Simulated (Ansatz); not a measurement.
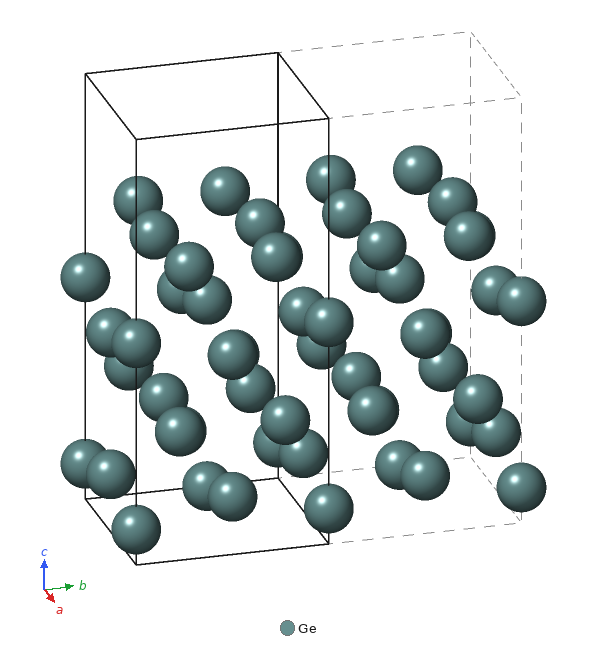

The image is a spheres-only drawing of a crystal, viewed from a general direction. A 1×2×1 array of cells is drawn; the conventional unit cell has the solid edges. Cell: a = 5.198 Å, b = 5.723 Å, c = 13.103 Å, α = 90.00°, β = 90.00°, γ = 90.00°.

Write a short crystallographic description.

The element is germanium. The atoms follow space group Cmm2 (No. 35); the Bravais lattice is base-centred orthorhombic. The cell holds 16 atoms.

Origin of the cell: a structure listed in the Materials Project. The cell was then strained or its atoms displaced on purpose. It went into a calculation with Ansatz.

At this level of theory the run's own cell isn't at rest (forces up to 0.6 eV/Å), so its distances can differ from those at equilibrium, the more so the softer the solid.
